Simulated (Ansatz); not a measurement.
# Geometry relaxation of WS₂

The run: geometry relaxation of WS₂ (P-6m2, 3 atoms in the cell). Method and program: DFT PBEsol, scalar-relativistic, plane waves, PAW, no spin polarisation (Ansatz 0.2.0).

The structure derives from a Materials Project entry. Figures and captions count atoms from 1; the log counts them from 0 in places.

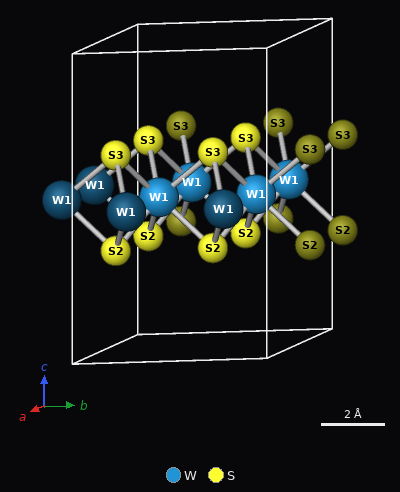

*The input geometry (ball-and-stick view of the 2 × 2 repeat of the cell, with the vacuum cut short, seen slightly off an axis; neighbours outside the cell are drawn fainter; atoms are numbered from 1 in the order of the input). An atom can appear more than once, as a periodic image.*

Near neighbours in the periodic cell (some may lie outside the picture): W has 6 S at 2.41 Å; S has 3 W at 2.41 Å.

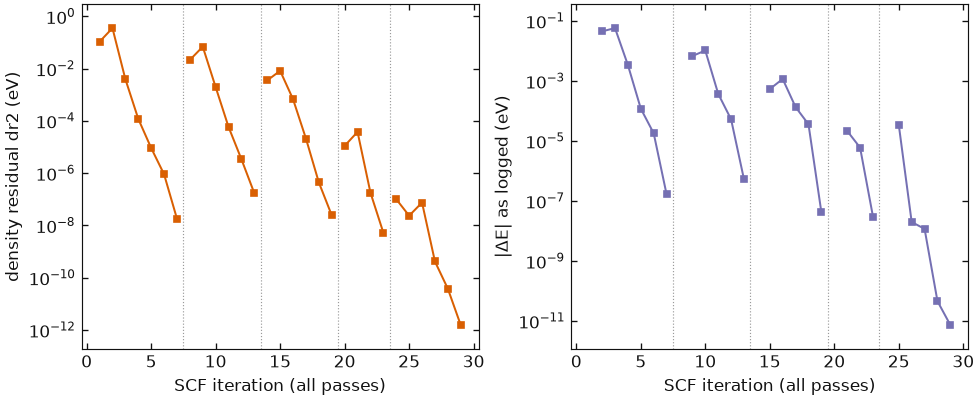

*Convergence of the self-consistent field: density residual dr2 and size of the energy change against the SCF iteration. The dotted lines part the SCF passes of the relaxation: geometry steps, rejected trials and re-solves on a re-selected basis.*

The 5 passes take 4 to 7 iterations each, 29 in all.

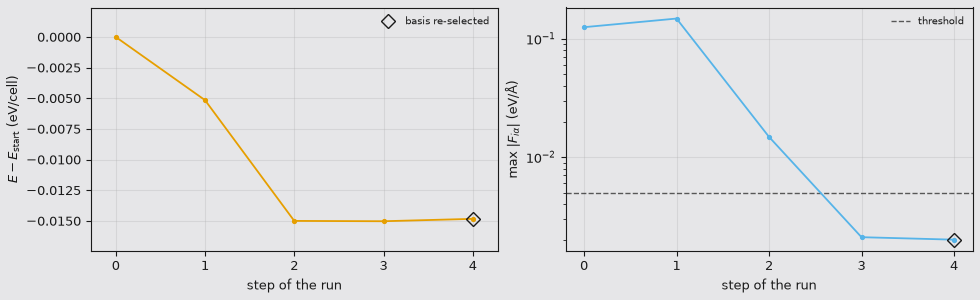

*Progress of the relaxation, step by step (the first geometry is step 0 here and step 1 in the log).*

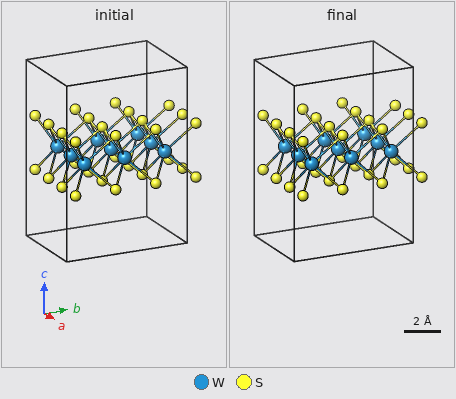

*Before (left) and after (right) the relaxation, at one scale (ball-and-stick view of the 3 × 3 repeat of the cell, with the vacuum cut short, with bonded neighbours outside it, seen slightly off an axis).*

The energy falls by 15.0 meV per cell of the calculation in 3 geometry steps. The largest force component goes from 0.13 to 0.002 eV/Å. The largest moves relative to the cell, 0.007 Å, are those of S2 and S3. W stays in place. In the plane the drawn cell goes a 9.551 → 9.437 Å (−1.2 %), b 9.551 → 9.437 Å (−1.2 %). Distances before and after: W1–S2 2.410 → 2.399 Å. The space group stays P-6m2 (No. 187). A last SCF at the same geometry on a re-selected plane-wave basis shifts the energy by +0.2 meV per cell of the calculation. (Atoms are counted from 1 in the order of the input.)

The input that produced these results follows, with the program's output.

## Input
```yaml
crystal:
  lattice:
    - [3.1835163552, 0.0, 0.0]
    - [-1.5917581776, 2.7570060369, 0.0]
    - [0.0, 0.0, 16.95057789]
  atoms:
    - { symbol: W, position: [0.33333333, 0.66666667, 0.0] }
    - { symbol: S, position: [0.66666667, 0.33333333, 0.90799949] }
    - { symbol: S, position: [0.66666667, 0.33333333, 0.09200051] }
basis:
  ecutwfc: 420
kpoints:
  mp_grid: { grid: [12, 12, 2] }
hamiltonian:
  xc: pbesol
scf:
  occupations: { method: gaussian, width: 0.02 }
output:
  forces: true
  stress: true
  eigenvalues: true
relax:
  adjacent_minimum: "off"
  f_tol: 0.005
  max_steps: 80
  cell: { stress_tol: 0.05 }
```

Command:
```bash
ansatz run input.yaml --threads 2 --pin off --max-ram 5120MiB --backend cpu --events-out ev --progress --plain --runs-dir out
```

## The program's output
```
Engine: ansatz 0.2.0, x86_64-unknown-linux-gnu
Pseudopotentials: kind: paw
Pseudopotential: W, paw, valence charge 14, recommended cutoff 420 eV (normal), W.paw.azcp
Pseudopotential: S, paw, valence charge 6, recommended cutoff 420 eV (normal), S.paw.azcp
Functional definition: PBEsol
  exchange = pbesol_x
  correlation = pbesol_c
Crystal: 3 atoms, lattice volume = 148.775 Å³
Basis set: ecut = 420 eV, 2937 PW (Γ), exchange–correlation on 48×48×240 points (8 copies of the dense FFT grid, shifted against one another)
Bands: 17, of which v1, the nominal top of the filled ones, is band 13 counted from 1 (12 counted from 0)
Symmetry: 12 space group operations
Space group: P-6m2 (ITA 187), of the structure as read, at distance tolerance 5.3e-5 Å
k-points: 38 of 288 (time reversal used)
Non-local potential: W, projectors of the file, l = 0: 3, l = 1: 2, l = 2: 2, l = 3: 1
Non-local potential: S, projectors of the file, l = 0: 2, l = 1: 2, l = 2: 2
PAW form: soft (Blöchl's): semilocal exchange-correlation on the pseudo side does not see the compensation charge
PAW frozen core: W, regenerated for the run's functional, and the local potential with it (the file was generated under x = pbe(κ = 0.804, μ = 0.2195149727645171), c = pbe(β = 0.06672455060314922))
PAW frozen core: S, regenerated for the run's functional, and the local potential with it (the file was generated under x = pbe(κ = 0.804, μ = 0.2195149727645171), c = pbe(β = 0.06672455060314922))
PAW one-centre angular grid: W, 590 points (default); XC on 64 Gauss nodes
PAW one-centre angular grid: S, 110 points (default); XC on 64 Gauss nodes
Initial density: superposition of atomic densities (neutral atoms: chi_scale 0, normalization atom), corrected by the library's trained network
Initial wavefunctions: pseudopotential atomic-orbital guess
Functional: x = pbesol(κ = 0.804, μ = 0.12345679012345678), c = pbesol(β = 0.046)
SCF iter   1: F=—  HF=-12029.048997 eV  |F-HF|=—  |Δ(HF+E_count)|=         —  Δρ=5.53e-3  dr2=1.06e-1  ethr=1.77e-3  ⟨swp⟩=9.6  Hψ=4730  notcnv=0
preconditioner: auto → none  [insulator: Δε(μ)=1.675 eV  Ē_g=8.663 eV  σ=0.020 eV  W_gap=1.00  n_scr=10 (ndim 8)  ℏωp=12.9 eV  f_vac=0.610  D(μ)=0.00/eV (n_scr^D=0)  ε∞_Penn≈3.2]
SCF iter   2: F=—  HF=-12029.093818 eV  |F-HF|=—  |Δ(HF+E_count)|=   4.48e-2  Δρ=7.96e-3  dr2=3.53e-1  ethr=4.09e-4  ⟨swp⟩=3.2  Hψ=1593  notcnv=0  recentre
SCF iter   3: F=—  HF=-12029.036325 eV  |F-HF|=—  |Δ(HF+E_count)|=   5.75e-2  Δρ=1.97e-3  dr2=3.94e-3  ethr=4.09e-4  ⟨swp⟩=3.0  Hψ=1199  notcnv=0
SCF iter   4: F=—  HF=-12029.039705 eV  |F-HF|=—  |Δ(HF+E_count)|=   3.38e-3  Δρ=3.89e-4  dr2=1.19e-4  ethr=1.52e-5  ⟨swp⟩=2.1  Hψ=1335  notcnv=0
SCF iter   5: F=—  HF=-12029.039824 eV  |F-HF|=—  |Δ(HF+E_count)|=   1.19e-4  Δρ=1.27e-4  dr2=9.11e-6  ethr=4.59e-7  ⟨swp⟩=2.6  Hψ=1223  notcnv=0
SCF iter   6: F=—  HF=-12029.039806 eV  |F-HF|=—  |Δ(HF+E_count)|=   1.79e-5  Δρ=2.17e-5  dr2=9.01e-7  ethr=3.51e-8  ⟨swp⟩=2.3  Hψ=1136  notcnv=0
SCF iter   7: F=-12029.039805 eV  HF=-12029.039805 eV  |F-HF|=2.04e-8  |Δ(HF+E_count)|=   1.65e-7  Δρ=4.12e-6  dr2=1.79e-8  ethr=3.85e-10  ⟨swp⟩=8.7  Hψ=3770  notcnv=0
SCF 1 converged in 7 iterations: F = -12029.039805 eV  dr2 = 1.79e-8
  greatest PAW one-centre occupation: 1.000 electrons in one spin orbital (limit 2), on the W atom at site 0 (counted from 0), in its partial waves of l = 0
relax step   1: F+E_penalty+E_count = -12029.03980548 eV  Δ(F+E_penalty+E_count) = +0.000e0 eV  max|allowed force component| = 1.255e-1 eV/Å  Δτ_max = 0.0000 Å  P = -1.080 GPa  Ω = 148.775 Å³  (7 SCF iters, dr2 threshold 1.00e-7 eV, accepted)
Crystal: 3 atoms, lattice volume = 142.587 Å³
Basis set: ecut = 420 eV, 2793 PW (Γ), exchange–correlation on 48×48×240 points (8 copies of the dense FFT grid, shifted against one another)
Initial density: handed on by an earlier stage of this run
Initial wavefunctions: those handed on with the density
iter 1 solved again at ethr=7.22e-5 eV; its pass at ethr=3.10e-3 eV (dr2=1.88e-2 eV) is discarded
SCF iter   1: F=—  HF=-12029.048976 eV  |F-HF|=—  |Δ(HF+E_count)|=         —  Δρ=1.90e-3  dr2=2.13e-2  ethr=7.22e-5  ⟨swp⟩=2.0  Hψ=5261  notcnv=0
preconditioner: auto → none  [insulator: Δε(μ)=1.974 eV  Ē_g=8.889 eV  σ=0.020 eV  W_gap=1.00  n_scr=10 (ndim 8)  ℏωp=13.2 eV  f_vac=0.606  D(μ)=0.00/eV (n_scr^D=0)  ε∞_Penn≈3.2]
SCF iter   2: F=—  HF=-12029.055727 eV  |F-HF|=—  |Δ(HF+E_count)|=   6.75e-3  Δρ=3.48e-3  dr2=6.86e-2  ethr=7.22e-5  ⟨swp⟩=4.6  Hψ=1568  notcnv=0  recentre
SCF iter   3: F=—  HF=-12029.045381 eV  |F-HF|=—  |Δ(HF+E_count)|=   1.03e-2  Δρ=8.69e-4  dr2=1.95e-3  ethr=7.22e-5  ⟨swp⟩=3.0  Hψ=1231  notcnv=0
SCF iter   4: F=—  HF=-12029.045009 eV  |F-HF|=—  |Δ(HF+E_count)|=   3.72e-4  Δρ=2.85e-4  dr2=5.80e-5  ethr=7.49e-6  ⟨swp⟩=2.3  Hψ=1102  notcnv=0
SCF iter   5: F=—  HF=-12029.044957 eV  |F-HF|=—  |Δ(HF+E_count)|=   5.23e-5  Δρ=4.25e-5  dr2=3.36e-6  ethr=2.23e-7  ⟨swp⟩=2.8  Hψ=1336  notcnv=0
SCF iter   6: F=-12029.044956 eV  HF=-12029.044956 eV  |F-HF|=4.03e-8  |Δ(HF+E_count)|=   5.24e-7  Δρ=1.52e-5  dr2=1.68e-7  ethr=1.15e-9  ⟨swp⟩=6.8  Hψ=4010  notcnv=0
SCF 2 converged in 6 iterations: F = -12029.044956 eV  dr2 = 1.68e-7
relax step   2: F+E_penalty+E_count = -12029.04495633 eV  Δ(F+E_penalty+E_count) = -5.151e-3 eV  max|allowed force component| = 1.485e-1 eV/Å  Δτ_max = 0.0251 Å  P = +0.408 GPa  Ω = 142.587 Å³  energy of the carried Pulay correction = +3.532e-4 eV  (6 SCF iters, dr2 threshold 3.00e-7 eV, accepted)
Crystal: 3 atoms, lattice volume = 145.385 Å³
Basis set: ecut = 420 eV, 2841 PW (Γ), exchange–correlation on 48×48×240 points (8 copies of the dense FFT grid, shifted against one another)
iter 1 solved again at ethr=1.46e-5 eV; its pass at ethr=3.10e-3 eV (dr2=3.79e-3 eV) is discarded
SCF iter   1: F=—  HF=-12029.055593 eV  |F-HF|=—  |Δ(HF+E_count)|=         —  Δρ=9.70e-4  dr2=3.52e-3  ethr=1.46e-5  ⟨swp⟩=2.4  Hψ=5043  notcnv=0
preconditioner: auto → none  [insulator: Δε(μ)=1.930 eV  Ē_g=8.848 eV  σ=0.020 eV  W_gap=1.00  n_scr=10 (ndim 8)  ℏωp=13.1 eV  f_vac=0.610  D(μ)=0.00/eV (n_scr^D=0)  ε∞_Penn≈3.2]
SCF iter   2: F=—  HF=-12029.056127 eV  |F-HF|=—  |Δ(HF+E_count)|=   5.34e-4  Δρ=1.24e-3  dr2=8.19e-3  ethr=1.35e-5  ⟨swp⟩=3.3  Hψ=1238  notcnv=0  recentre
SCF iter   3: F=—  HF=-12029.054972 eV  |F-HF|=—  |Δ(HF+E_count)|=   1.16e-3  Δρ=5.08e-4  dr2=6.70e-4  ethr=1.35e-5  ⟨swp⟩=2.4  Hψ=1076  notcnv=0
SCF iter   4: F=—  HF=-12029.054838 eV  |F-HF|=—  |Δ(HF+E_count)|=   1.34e-4  Δρ=1.74e-4  dr2=2.09e-5  ethr=2.58e-6  ⟨swp⟩=2.0  Hψ=948  notcnv=0
SCF iter   5: F=—  HF=-12029.054802 eV  |F-HF|=—  |Δ(HF+E_count)|=   3.58e-5  Δρ=2.07e-5  dr2=4.37e-7  ethr=8.04e-8  ⟨swp⟩=2.3  Hψ=1082  notcnv=0
SCF iter   6: F=-12029.054802 eV  HF=-12029.054802 eV  |F-HF|=5.42e-9  |Δ(HF+E_count)|=   4.17e-8  Δρ=6.28e-6  dr2=2.42e-8  ethr=1.15e-9  ⟨swp⟩=8.0  Hψ=3507  notcnv=0
SCF 3 converged in 6 iterations: F = -12029.054802 eV  dr2 = 2.42e-8
relax step   3: F+E_penalty+E_count = -12029.05480222 eV  Δ(F+E_penalty+E_count) = -9.846e-3 eV  max|allowed force component| = 1.483e-2 eV/Å  Δτ_max = 0.0177 Å  P = -0.054 GPa  Ω = 145.385 Å³  energy of the carried Pulay correction = +1.916e-4 eV  (6 SCF iters, dr2 threshold 3.00e-7 eV, accepted)
Crystal: 3 atoms, lattice volume = 145.293 Å³
iter 1 solved again at ethr=4.82e-8 eV; its pass at ethr=3.10e-3 eV (dr2=1.25e-5 eV) is discarded
SCF iter   1: F=—  HF=-12029.054814 eV  |F-HF|=—  |Δ(HF+E_count)|=         —  Δρ=4.34e-5  dr2=1.10e-5  ethr=4.82e-8  ⟨swp⟩=3.0  Hψ=4528  notcnv=0
preconditioner: auto → none  [insulator: Δε(μ)=1.936 eV  Ē_g=8.851 eV  σ=0.020 eV  W_gap=1.00  n_scr=10 (ndim 8)  ℏωp=13.1 eV  f_vac=0.609  D(μ)=0.00/eV (n_scr^D=0)  ε∞_Penn≈3.2]
SCF iter   2: F=—  HF=-12029.054835 eV  |F-HF|=—  |Δ(HF+E_count)|=   2.15e-5  Δρ=8.03e-5  dr2=3.76e-5  ethr=4.25e-8  ⟨swp⟩=3.2  Hψ=1313  notcnv=0
SCF iter   3: F=—  HF=-12029.054829 eV  |F-HF|=—  |Δ(HF+E_count)|=   5.98e-6  Δρ=8.76e-6  dr2=1.78e-7  ethr=4.25e-8  ⟨swp⟩=2.0  Hψ=908  notcnv=0
SCF iter   4: F=-12029.054829 eV  HF=-12029.054829 eV  |F-HF|=3.37e-10  |Δ(HF+E_count)|=   3.00e-8  Δρ=2.61e-6  dr2=5.23e-9  ethr=5.29e-11  ⟨swp⟩=5.1  Hψ=3431  notcnv=0
SCF 4 converged in 4 iterations: F = -12029.054829 eV  dr2 = 5.23e-9
relax step   4: F+E_penalty+E_count = -12029.05482947 eV  Δ(F+E_penalty+E_count) = -2.725e-5 eV  max|allowed force component| = 2.103e-3 eV/Å  Δτ_max = 0.0003 Å  P = -0.006 GPa  Ω = 145.293 Å³  energy of the carried Pulay correction = +1.969e-4 eV  (4 SCF iters, dr2 threshold 1.37e-8 eV, accepted)
Initial wavefunctions: pseudopotential atomic-orbital guess (no wavefunctions were taken with the density)
iter 1 solved again at ethr=4.21e-7 eV; its pass at ethr=3.10e-3 eV (dr2=1.09e-4 eV) is discarded
SCF iter   1: F=—  HF=-12029.054668 eV  |F-HF|=—  |Δ(HF+E_count)|=         —  Δρ=2.16e-5  dr2=9.98e-8  ethr=4.21e-7  ⟨swp⟩=4.1  Hψ=6924  notcnv=0
eigensolver tolerance schedule: the retry pair's looser diagonalisation over-reported the residual by 1095.71 of it (diagonalisation noise at 0.17 of the residual, at the tolerance the schedule requests for it); recorded, not acted on — ethr = c·dr2/N_el stays at c = 1.0e-1
preconditioner: auto → none  [insulator: Δε(μ)=1.936 eV  Ē_g=8.852 eV  σ=0.020 eV  W_gap=1.00  n_scr=10 (ndim 8)  ℏωp=13.1 eV  f_vac=0.609  D(μ)=0.00/eV (n_scr^D=0)  ε∞_Penn≈3.2]
SCF iter   2: F=—  HF=-12029.054634 eV  |F-HF|=—  |Δ(HF+E_count)|=   3.41e-5  Δρ=1.06e-5  dr2=2.33e-8  ethr=3.84e-10  ⟨swp⟩=3.6  Hψ=1545  notcnv=0
SCF iter   3: F=—  HF=-12029.054634 eV  |F-HF|=—  |Δ(HF+E_count)|=   1.98e-8  Δρ=3.88e-6  dr2=7.43e-8  ethr=8.96e-11  ⟨swp⟩=2.8  Hψ=1316  notcnv=0  recentre
SCF iter   4: F=—  HF=-12029.054634 eV  |F-HF|=—  |Δ(HF+E_count)|=   1.17e-8  Δρ=8.32e-7  dr2=4.13e-10  ethr=8.96e-11  ⟨swp⟩=2.1  Hψ=923  notcnv=0
SCF iter   5: F=—  HF=-12029.054634 eV  |F-HF|=—  |Δ(HF+E_count)|=  4.55e-11  Δρ=3.05e-7  dr2=3.75e-11  ethr=1.59e-12  ⟨swp⟩=2.2  Hψ=1021  notcnv=0
SCF iter   6: F=-12029.054634 eV  HF=-12029.054634 eV  |F-HF|=5.46e-12  |Δ(HF+E_count)|=  7.28e-12  Δρ=5.32e-8  dr2=1.52e-12  ethr=1.00e-12  ⟨swp⟩=8.8  Hψ=3997  notcnv=0
SCF 5 converged in 6 iterations: F = -12029.054634 eV  dr2 = 1.52e-12
relax step   5: F+E_penalty+E_count = -12029.05463381 eV  Δ(F+E_penalty+E_count) = +1.957e-4 eV  max|allowed force component| = 2.004e-3 eV/Å  Δτ_max = 0.0000 Å  P = -0.006 GPa  Ω = 145.293 Å³  stress off target by 6.92e-3 GPa  SCF on the basis re-selected at this cell (its energy is not comparable with the rows above)  (6 SCF iters)
basis re-selected at this cell: Δ(F+E_penalty+E_count) = +1.957e-4 eV, ΔP = -0.000 GPa vs the last step (what re-selecting the basis moved, of the pressure what is left beyond the Pulay correction that the steps carried, after the strain that the cell walked since its last selection, with what the two solves' SCF thresholds leave and, on support functions, any second-order correction that the steps lacked; it is no measure of the basis error at this ecutwfc). This SCF's stress stands 6.92e-3 GPa from its target on what of the cell is left free (relax.cell.stress_tol is 5.00e-2 GPa) and its largest allowed force component is 2.00e-3 eV/Å (relax.f_tol is 5.00e-3 eV/Å): within both
SCF converged after 6 iterations
Free energy (F): -12029.054634 eV
Harris-Foulkes:  -12029.054634 eV  (|F-HF|=5.46e-12)
Internal energy: -12029.054634 eV  (E = F + TS)
E sigma→0 (E₀):  -12029.054634 eV
Fermi energy:    1.353521 eV
--- Per-component energies (eV) ---
  E_band       = -463.975590
  E_kinetic    = 666.952395
  E_local      = -12643.470258  (includes V_loc(G=0)·N_el)
  E_nonlocal   = 60.299385
  E_hartree    = 6002.265196
  E_xc         = -458.639898
  E_vxc        = -414.865528  (∫ρ·V_xc dr)
  E_paw        = -9604.534072  (= ΣΔE_a)
  E_vpaw       = -137.421943  (= ΣTr[D̂ρ^β])
  E_aug_tail   = -0.000065  (compensation charges beyond the density's cutoff)
  E_ewald      = 3947.726993
  E_core_change = 0.345691  (= ΣΔE_core)
  E_smearing   = -0.000000  (= −TS)
  E_closure    = 0.000000  (closes the sum)
  Σ components = -12029.054634   (vs F -12029.054634, Δ=0.00e0)
--- Forces (eV/Å), atoms counted from 1 ---
  atom   1  W      0.00000000     0.00000000     0.00000000
  atom   2  S      0.00000000    -0.00000000     0.00200444
  atom   3  S      0.00000000    -0.00000000    -0.00200444
  max |Σ_I F_I| component: 1.85e-17 eV/Å
--- Stress (GPa, compression-positive) ---
       -0.005477      -0.000000      -0.000000
        0.000000      -0.005477      -0.000000
       -0.000000      -0.000000      -0.006925
  P = ⅓ Tr σ = -0.0060 GPa (-0.060 kbar)
--- Band table (eV; the first three rows and the last of 38) ---
  k-point 0: bands = ["-73.4575", "-37.7721", "-37.5743", "-37.5743", "-14.5096", "-12.8093", "-6.1105", "-2.4691", "-2.4691", "-1.7957", "-1.1834", "-1.1834", "0.2596", "3.3756", "3.3756", "3.5530", "3.5530"]
  k-point 1: bands = ["-73.4575", "-37.7720", "-37.5743", "-37.5743", "-14.5096", "-12.8093", "-6.1105", "-2.4691", "-2.4691", "-1.7957", "-1.1834", "-1.1834", "0.2597", "3.3756", "3.3756", "3.5530", "3.5530"]
  k-point 2: bands = ["-73.4561", "-37.7673", "-37.6005", "-37.5803", "-14.3885", "-12.7650", "-5.9672", "-2.7771", "-2.3496", "-2.1893", "-1.3728", "-0.9987", "0.2107", "3.2399", "3.2644", "3.4422", "3.5994"]
  k-point 37: bands = ["-73.4349", "-37.8590", "-37.8211", "-37.6915", "-11.8985", "-11.8350", "-5.5433", "-5.0874", "-4.2155", "-3.5120", "-2.9221", "-2.0134", "0.3854", "2.3216", "3.6890", "4.5497", "6.1513"]
--- Relaxed structure (4 steps of the walk, 4 accepted, 1 SCFs on fresh bases) ---
  F+E_penalty+E_count = -12029.05463381 eV   max|allowed force component| = 2.004e-3 eV/Å   (the final SCF, on the basis selected at the relaxed cell)
  cell:  # Å, volume = 145.2926 Å³
    - [3.1457762193286944, 0.0, 0.0]
    - [-1.5728881096643472, 2.7243221205596178, 0.0]
    - [0.0, 0.0, 16.953421068801664]
  atoms:
    - { symbol: W, position: [0.33333333333333326, 0.6666666666666665, 6.822671916101092e-20] }
    - { symbol: S, position: [0.6666666666666667, 0.3333333333333333, 0.9075761487747444] }
    - { symbol: S, position: [0.6666666666666667, 0.3333333333333333, 0.09242385122525558] }
```

## Trajectory as extended XYZ (Å, eV, eV/Å), 5 frames, from step=1 to step=5
```
3
Lattice="3.1835 0.0000 0.0000 -1.5918 2.7570 0.0000 0.0000 0.0000 16.9506" Properties=species:S:1:pos:R:3:forces:R:3 step=1 energy=-12029.03981 pressure_GPa=-1.08
W     0.0000    1.8380    0.0000    0.0000   0.0000   0.0000
S     1.5918    0.9190   15.3911    0.0000   0.0000   0.1255
S     1.5918    0.9190    1.5595    0.0000   0.0000  -0.1255
3
Lattice="3.1162 0.0000 0.0000 -1.5581 2.6987 0.0000 0.0000 0.0000 16.9554" Properties=species:S:1:pos:R:3:forces:R:3 step=2 energy=-12029.04496 pressure_GPa=0.41
W     0.0000    1.7991    0.0000    0.0000   0.0000   0.0000
S     1.5581    0.8996   15.3703    0.0000   0.0000   0.1485
S     1.5581    0.8996    1.5850    0.0000   0.0000  -0.1485
3
Lattice="3.1468 0.0000 0.0000 -1.5734 2.7252 0.0000 0.0000 0.0000 16.9535" Properties=species:S:1:pos:R:3:forces:R:3 step=3 energy=-12029.05480 pressure_GPa=-0.05
W     0.0000    1.8168    0.0000    0.0000   0.0000   0.0000
S     1.5734    0.9084   15.3864    0.0000   0.0000   0.0148
S     1.5734    0.9084    1.5672    0.0000   0.0000  -0.0148
3
Lattice="3.1458 0.0000 0.0000 -1.5729 2.7243 0.0000 0.0000 0.0000 16.9534" Properties=species:S:1:pos:R:3:forces:R:3 step=4 energy=-12029.05483 pressure_GPa=-0.01
W     0.0000    1.8162    0.0000    0.0000   0.0000   0.0000
S     1.5729    0.9081   15.3865    0.0000   0.0000   0.0021
S     1.5729    0.9081    1.5669    0.0000   0.0000  -0.0021
3
Lattice="3.1458 0.0000 0.0000 -1.5729 2.7243 0.0000 0.0000 0.0000 16.9534" Properties=species:S:1:pos:R:3:forces:R:3 step=5 energy=-12029.05463 pressure_GPa=-0.01
W     0.0000    1.8162    0.0000    0.0000   0.0000   0.0000
S     1.5729    0.9081   15.3865    0.0000   0.0000   0.0020
S     1.5729    0.9081    1.5669    0.0000   0.0000  -0.0020
```

## Key numbers

```json
{"quantity": "outcome", "value": "converged"}
{"quantity": "space group (tolerance 0.01 Å)", "value": "P-6m2 (187)"}
{"quantity": "electrons treated", "value": "26"}
{"quantity": "free energy", "value": "−12029.0546 eV"}
{"quantity": "Fermi energy", "value": "1.354 eV"}
{"quantity": "gap on the k-point mesh", "value": "1.94 eV"}
{"quantity": "pressure", "value": "−0.01 GPa"}
{"quantity": "final volume", "value": "145.29 Å³"}
{"quantity": "largest force (length of the vector) at the end", "value": "0.002 eV/Å"}
{"quantity": "final cell", "value": "a = 3.146 Å, b = 3.146 Å, c = 16.953 Å, α = 90.00°, β = 90.00°, γ = 120.00°"}
{"quantity": "hardware", "value": "2 threads of AMD EPYC (Zen 5), 32 GiB of memory available, shared host"}
{"quantity": "wall time", "value": "8 s (CPU time 16 s)"}
{"quantity": "peak memory", "value": "0.49 GiB"}
```

## Notes

Spin–orbit coupling is left out, which matters for W.
